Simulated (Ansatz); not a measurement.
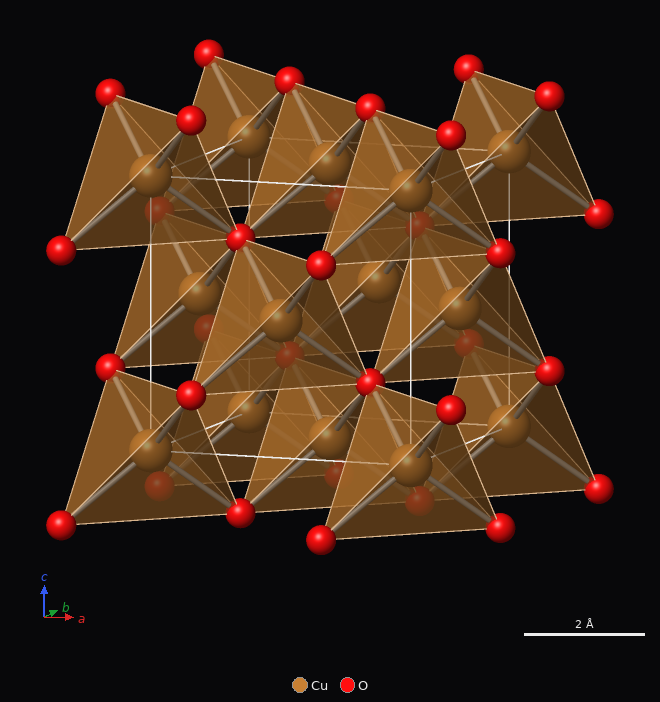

Figure 1. The structure as given in the input (polyhedral view of the cell 4 times as large as that of the calculation, set on its symmetry axes, seen slightly off an axis; polyhedra are completed across the faces of the cell).

**CuO: single-point calculation**

- system: CuO (F-43m, 2 atoms in the cell)
- method: DFT PBE, scalar-relativistic, plane waves, PAW, spin-polarised (Ansatz 0.2.0)

The structure was built on a prototype by a generator; it need not be a known phase. It belongs to a series of runs on one base structure; here: from atoms, default search. Figures and captions count atoms from 1; the log counts them from 0 in places.

Input file
```yaml
crystal:
  lattice:
    - [0.0, 2.32725273, 2.32725273]
    - [2.32725273, 0.0, 2.32725273]
    - [2.32725273, 2.32725273, 0.0]
  atoms:
    - { symbol: Cu, position: [0.0, 0.0, 0.0], spin: 1.0 }
    - { symbol: O, position: [0.25, 0.25, 0.25] }
basis:
  ecutwfc: 420
  ecutrho_ratio: 4
kpoints:
  mp_grid: { grid: [7, 7, 7] }
hamiltonian:
  xc: pbe
scf:
  occupations: { method: gaussian, width: 0.05 }
output:
  forces: true
  stress: true
  eigenvalues: true
  populations: true
  hubbard: { sites: [{ site: 0, l: d }] }
  write_density: true
  write_potential: true
  elf: true
  volumetric_format: npy
magnetization:
  spin_polarized: true
```

Launched with:
```bash
ansatz run input.yaml --threads 2 --pin off --max-ram 3072MiB --backend cpu --events-out ev --progress --plain --runs-dir out
```

Output
```
Engine: ansatz 0.2.0, aarch64-unknown-linux-gnu
Pseudopotentials: kind: paw
Pseudopotential: Cu, paw, valence charge 19, recommended cutoff 420 eV (normal), Cu.paw.azcp
Pseudopotential: O, paw, valence charge 6, recommended cutoff 420 eV (normal), O.paw.azcp
Functional definition: PBE
  parameter kappa = 0.804
  parameter beta = 0.06672455060314922
  exchange = pbe_x(kappa = kappa, mu = beta*pi^2/3)
  correlation = pbe_c(beta = beta)
Crystal: 2 atoms, lattice volume = 25.209 Å³
Basis set: ecut = 420 eV, 531 PW (Γ), exchange–correlation on 48×48×48 points (8 copies of the dense FFT grid, shifted against one another)
Bands: 17, of which v1, the nominal top of the filled ones, is band 13 counted from 1 (12 counted from 0)
Symmetry: 24 space group operations
Space group: F-43m (ITA 216), of the structure as read, at distance tolerance 2.9e-5 Å
Magnetic group: BNS 216.74 (UNI 1576), of the structure as read, at distance tolerance 2.9e-5 Å
k-points: 20 of 343 (time reversal used)
Non-local potential: Cu, projectors of the file, l = 0: 3, l = 1: 2, l = 2: 3, l = 3: 1
Non-local potential: O, projectors of the file, l = 0: 2, l = 1: 2, l = 2: 1
PAW form: soft (Blöchl's): semilocal exchange-correlation on the pseudo side does not see the compensation charge
PAW one-centre angular grid: Cu, 590 points (default); XC on 64 Gauss nodes
PAW one-centre angular grid: O, 110 points (default); XC on 64 Gauss nodes
Initial density: superposition of atomic densities (chi_scale 0.1, normalization cell, long waves kept (reshape's long-wave potential 0.00 eV rms))
Starting moments: Σ|m| = 1 μB on 1 of 2 sites
Initial wavefunctions: pseudopotential atomic-orbital guess
Functional: x = pbe(κ = 0.804, μ = 0.2195149727645171), c = pbe(β = 0.06672455060314922)
iter 1 solved again at ethr=8.00e-4 eV; its pass at ethr=3.10e-3 eV (dr2=2.00e-1 eV) is discarded
SCF iter   1: F=—  HF=-7190.669173 eV  |F-HF|=—  |Δ(HF+E_count)|=         —  Δρ=6.34e-2 (↑4.95e-2 ↓6.34e-2)  dr2=2.01e-1  dr2_m=6.30e-1  M=0.661 μB ∫|m|=0.662 μB  β_m=0.30  ethr=8.00e-4  ⟨swp⟩=1.0  Hψ=4037  notcnv=0
preconditioner: auto → none  [insulator: Δε(μ)=0.085 eV  Ē_g=13.452 eV  σ=0.050 eV  W_gap=0.77  n_scr=14 (ndim 8)  ℏωp=30.5 eV  f_vac=0.045  D(μ)=1.15/eV (n_scr^D=14)  ε∞_Penn≈6.1]
SCF iter   2: F=—  HF=-7190.777637 eV  |F-HF|=—  |Δ(HF+E_count)|=   1.08e-1  Δρ=4.34e-2 (↑4.34e-2 ↓2.05e-2)  dr2=1.78e-1  dr2_m=1.89e-1  M=0.736 μB ∫|m|=0.737 μB  β_m=0.30  ethr=8.00e-4  ⟨swp⟩=2.1  Hψ=1072  notcnv=0
spin-set hold released at iteration 2 (site moments show no strong build): the magnetisation degrees of freedom join the quasi-Newton model from the next iteration; the mixer history was kept
SCF iter   3: F=—  HF=-7190.816368 eV  |F-HF|=—  |Δ(HF+E_count)|=   3.87e-2  Δρ=2.96e-2 (↑2.92e-2 ↓2.96e-2)  dr2=3.30e-2  dr2_m=1.74e-1  M=0.680 μB ∫|m|=0.683 μB  β_m=0.07  ethr=7.12e-4  ⟨swp⟩=2.1  Hψ=1166  notcnv=0  defer=22
SCF iter   4: F=—  HF=-7190.849957 eV  |F-HF|=—  |Δ(HF+E_count)|=   3.36e-2  Δρ=2.46e-2 (↑2.46e-2 ↓1.71e-2)  dr2=2.77e-2  dr2_m=8.64e-2  M=0.689 μB ∫|m|=0.693 μB  β_m=0.21  ethr=1.32e-4  ⟨swp⟩=2.3  Hψ=944  notcnv=0  defer=22
SCF iter   5: F=—  HF=-7190.897651 eV  |F-HF|=—  |Δ(HF+E_count)|=   4.77e-2  Δρ=8.69e-3 (↑8.69e-3 ↓5.07e-3)  dr2=3.75e-3  dr2_m=9.63e-3  M=0.665 μB ∫|m|=0.674 μB  β_m=0.40  ethr=1.11e-4  ⟨swp⟩=2.1  Hψ=1051  notcnv=0  defer=22
SCF iter   6: F=—  HF=-7190.904408 eV  |F-HF|=—  |Δ(HF+E_count)|=   6.76e-3  Δρ=3.42e-4 (↑3.42e-4 ↓3.03e-4)  dr2=1.45e-5  dr2_m=1.41e-5  M=0.647 μB ∫|m|=0.662 μB  β_m=0.51  ethr=1.50e-5  ⟨swp⟩=2.2  Hψ=1294  notcnv=0  defer=22
SCF iter   7: F=—  HF=-7190.904538 eV  |F-HF|=—  |Δ(HF+E_count)|=   1.30e-4  Δρ=2.23e-4 (↑7.49e-5 ↓2.23e-4)  dr2=8.58e-6  dr2_m=4.13e-6  M=0.646 μB ∫|m|=0.661 μB  β_m=0.76  ethr=5.78e-8  ⟨swp⟩=2.0  Hψ=972  notcnv=0  defer=22
SCF iter   8: F=—  HF=-7190.904542 eV  |F-HF|=—  |Δ(HF+E_count)|=   3.99e-6  Δρ=7.64e-5 (↑3.90e-5 ↓7.64e-5)  dr2=4.44e-7  dr2_m=7.31e-7  M=0.646 μB ∫|m|=0.661 μB  β_m=0.85  ethr=3.43e-8  ⟨swp⟩=2.0  Hψ=818  notcnv=0  defer=22
SCF iter   9: F=—  HF=-7190.904542 eV  |F-HF|=—  |Δ(HF+E_count)|=   1.74e-7  Δρ=4.85e-5 (↑2.00e-5 ↓4.85e-5)  dr2=4.15e-7  dr2_m=1.95e-7  M=0.646 μB ∫|m|=0.660 μB  β_m=0.92  ethr=4.00e-10  ⟨swp⟩=8.3  Hψ=3738  notcnv=0
SCF iter  10: F=—  HF=-7190.904542 eV  |F-HF|=—  |Δ(HF+E_count)|=   1.02e-8  Δρ=1.52e-5 (↑1.52e-5 ↓2.54e-6)  dr2=3.25e-8  dr2_m=1.56e-8  M=0.645 μB ∫|m|=0.660 μB  β_m=0.83  ethr=4.00e-10  ⟨swp⟩=5.6  Hψ=3685  notcnv=0
SCF iter  11: F=—  HF=-7190.904542 eV  |F-HF|=—  |Δ(HF+E_count)|=  2.15e-10  Δρ=8.63e-6 (↑2.07e-6 ↓8.63e-6)  dr2=2.48e-8  dr2_m=2.63e-9  M=0.645 μB ∫|m|=0.660 μB  β_m=0.72  ethr=1.30e-10  ⟨swp⟩=6.6  Hψ=3208  notcnv=0
SCF iter  12: F=-7190.904542 eV  HF=-7190.904542 eV  |F-HF|=2.53e-10  |Δ(HF+E_count)|=   4.50e-9  Δρ=2.37e-6 (↑1.26e-6 ↓2.37e-6)  dr2=2.48e-10  dr2_m=7.38e-10  M=0.645 μB ∫|m|=0.660 μB  ethr=9.91e-11  ⟨swp⟩=6.0  Hψ=3047  notcnv=0
SCF 1 converged in 12 iterations: F = -7190.904542 eV  dr2 = 2.48e-10
  greatest PAW one-centre occupation: 1.000 electrons in one spin orbital (limit 2), on the Cu atom at site 0 (counted from 0), in its partial waves of l = 0
```

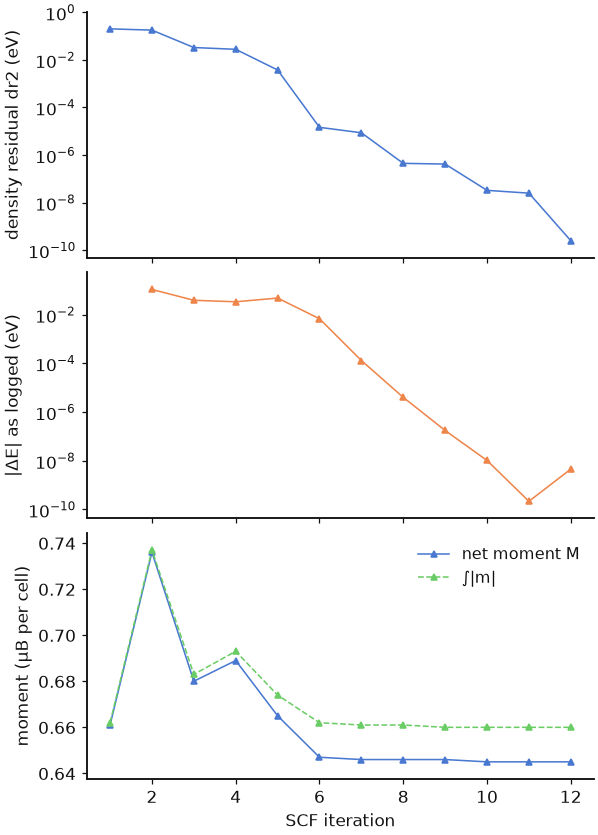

Figure 2. Convergence of the self-consistent field: density residual dr2, size of the energy change and magnetic moment against the SCF iteration. The residual falls at every step. The net moment stays at 0.6 μB per cell.

```
SCF converged after 12 iterations
Magnetization: 0.6453 μB (12.8227 up, 12.1773 down)
Absolute magnetization: 0.6601 μB (∫|ρ↑−ρ↓|, with the PAW one-centre terms)
Spin contamination: 0.0010 ħ² per cell (⟨S²⟩ above its minimum at these occupations)
Per-site moments (μB) at R_I (Å): [(0.396602975680533, 0.8313772438977585), (0.22983609389055235, 0.8313772438977585)]
Free energy (F): -7190.904542 eV
Harris-Foulkes:  -7190.904542 eV  (|F-HF|=2.53e-10)
Internal energy: -7190.902809 eV  (E = F + TS)
E sigma→0 (E₀):  -7190.903676 eV
Entropy (-TS):   -0.001733 eV (-0.867 meV/atom)
Fermi energy:    8.351893 eV
--- Per-component energies (eV) ---
  E_band       = -505.339356
  E_kinetic    = 467.380228
  E_local      = -5318.085791  (includes V_loc(G=0)·N_el)
  E_nonlocal   = 440.346525
  E_hartree    = 2298.489552
  E_xc         = -160.216240
  E_vxc        = -205.500006  (∫ρ·V_xc dr)
  E_paw        = -1820.429969  (= ΣΔE_a)
  E_vpaw       = -486.460807  (= ΣTr[D̂ρ^β])
  E_aug_tail   = 0.002802  (compensation charges beyond the density's cutoff)
  E_ewald      = -3098.389916
  E_smearing   = -0.001733  (= −TS)
  E_closure    = 0.000000  (closes the sum)
  Σ components = -7190.904542   (vs F -7190.904542, Δ=0.00e0)
--- Forces (eV/Å), atoms counted from 1 ---
  atom   1  Cu     0.00000000    -0.00000000     0.00000000
  atom   2  O      0.00000000    -0.00000000    -0.00000000
  max |Σ_I F_I| component: 7.17e-17 eV/Å
--- Stress (GPa, compression-positive) ---
       -9.122986       0.000000       0.000000
       -0.000000      -9.122986      -0.000000
       -0.000000      -0.000000      -9.122986
  P = ⅓ Tr σ = -9.1230 GPa (-91.230 kbar)
--- Band table (eV; the first three rows and the last of 40) ---
  k-point 0 ↑: bands = ["-103.8589", "-61.2267", "-61.2267", "-61.2267", "-10.1421", "3.7505", "3.7505", "3.7505", "6.3376", "6.3376", "8.7870", "8.7870", "8.7870", "9.1110", "22.0723", "22.0723", "22.0723"]
  k-point 1 ↑: bands = ["-103.8588", "-61.2275", "-61.2269", "-61.2269", "-10.0458", "3.4927", "3.8052", "3.8052", "6.3216", "6.3216", "8.0735", "8.6746", "8.6746", "10.1955", "20.5019", "22.1910", "22.1910"]
  k-point 2 ↑: bands = ["-103.8586", "-61.2293", "-61.2271", "-61.2271", "-9.8227", "3.0703", "3.9200", "3.9200", "6.3286", "6.3286", "7.1921", "8.3949", "8.3949", "11.9139", "18.1024", "22.1129", "22.1129"]
  k-point 19 ↓: bands = ["-103.3541", "-60.7389", "-60.7383", "-60.7371", "-9.0643", "3.6294", "4.0246", "4.7098", "6.4634", "6.7134", "7.0605", "7.2866", "8.0222", "15.8134", "17.2181", "18.6735", "20.7576"]
--- Löwdin populations: 2 sites ---
  site symbol       q [e]    m [muB]
     0     Cu     17.9181     0.3586
     1      O      6.9349     0.2860
  spilling = 0.005882 (of n_electrons = 25.000000)
--- Occupation matrices: 1 shell (Löwdin-built; ε = 2.00e-2, provisional) ---
  Cu0 d_3D: site group Td (-43m)
  Cu0 d_3D up     Tr n = 4.8886  λ = 0.966 0.966 0.966 0.995 0.995  [3× xz 0.33 (T2 1.00) T2(1.00) | 2× z2 0.50 (E 1.00) E(1.00)]
  Cu0 d_3D dn     Tr n = 4.5234  λ = 0.859 0.859 0.859 0.973 0.973  [3× xz 0.33 (T2 1.00) T2(1.00) | 2× z2 0.50 (E 1.00) E(1.00)]
  Tr n, λ and their labels are of the run-group-symmetrised matrices; stabiliser: 24 of 48 elements of G0×{1,Θ} (closed), max defect 3.2e-15 at τ = 4.2e-3
```

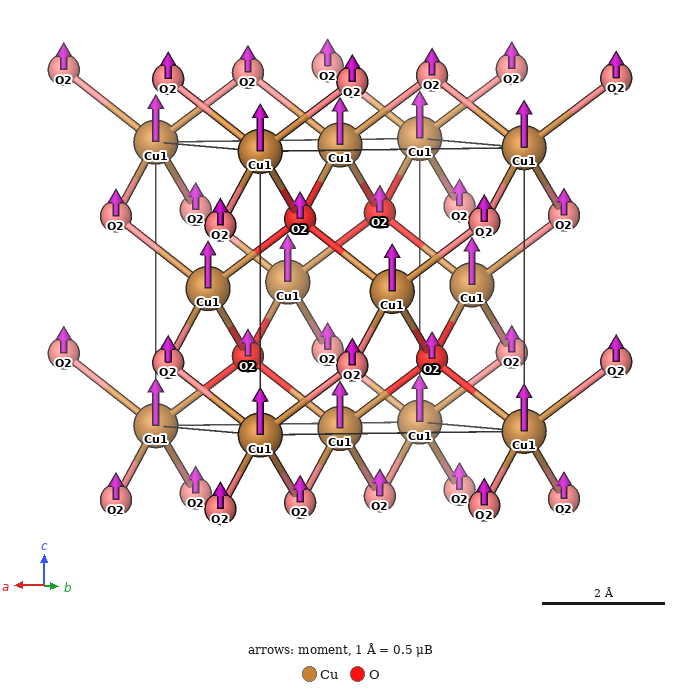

Figure 3. Magnetic moments of the sites as pink arrows (ball-and-stick view of the cell 4 times as large as that of the calculation, set on its symmetry axes, seen at an oblique angle; neighbours outside the cell are drawn fainter; atoms are numbered from 1 in the order of the input); small moments hardly show. The run is collinear, so the axis drawn is arbitrary. Site moments: Cu1 (0.40 μB); O2 (0.23 μB). They are counted near the atoms and needn't add up to the moment of the cell.

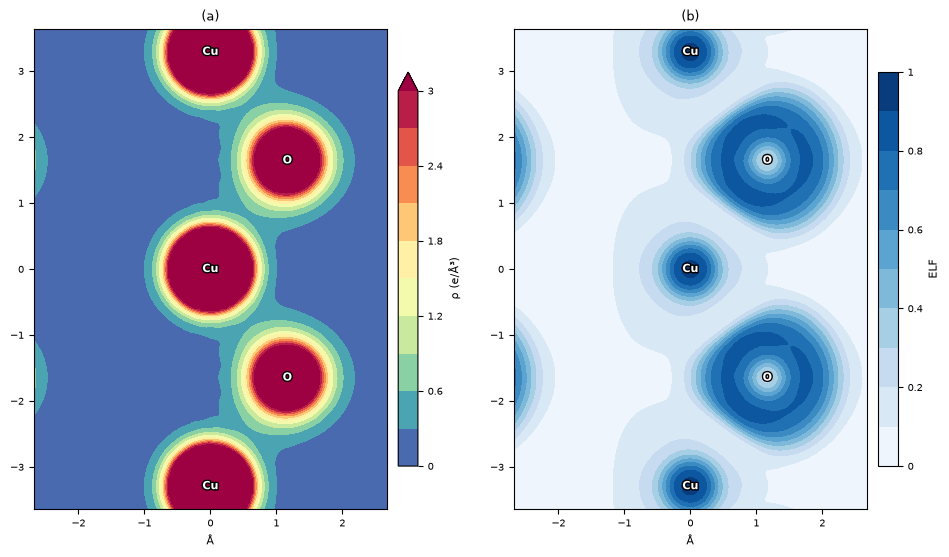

Figure 4. (a) valence charge density (pseudo); (b) ELF on the (011) plane of the conventional cell. The section cuts through Cu and O sites. Cu–O (2.02 Å): ρ at the midpoint is about 0.55 e/Å³; the ELF is about 0.20 at the midpoint (a polar contact without a shared pair, in a metal). Away from the nuclei the density in this plane falls to 0.02 e/Å³ at its lowest. The strong features right at Cu lie inside the PAW spheres (semicore, d or f shells) and say nothing about bonding. Core electrons are frozen (PAW), so the fields are smoothed inside the atomic spheres.

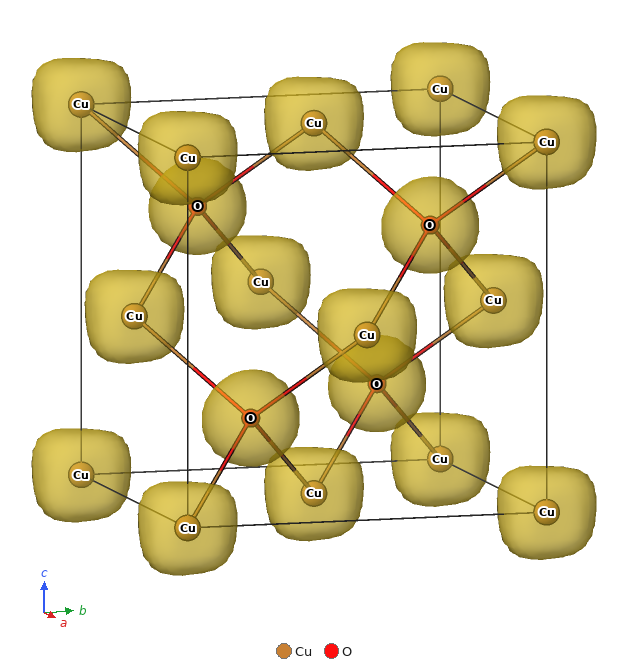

Figure 5. Isosurface of the spin density (up minus down) at +0.08 e/Å³ (yellow), seen slightly off an axis. Sticks mark near contacts. The outline is the cell set on symmetry axes. The cell of the calculation (2 atoms) carries 0.6 μB net.

Results in brief

- outcome: converged
- space group (tolerance 0.01 Å): F-43m (216)
- electrons treated: 25
- free energy: −7190.9045 eV
- Fermi energy: 8.352 eV
- gap on the k-point mesh: none (metallic)
- net moment of the cell: 0.65 μB
- integrated absolute moment: 0.66 μB
- pressure: −9.12 GPa
- largest force (length of the vector): under 0.001 eV/Å
- hardware: 2 threads of Arm Neoverse N1, 60 GiB of memory available, shared host
- wall time: 4.1 s (CPU time 7 s)
- peak memory: 0.28 GiB

Notes

The cell is under a tension of 9.1 GPa at this level, so it is not at its equilibrium volume.
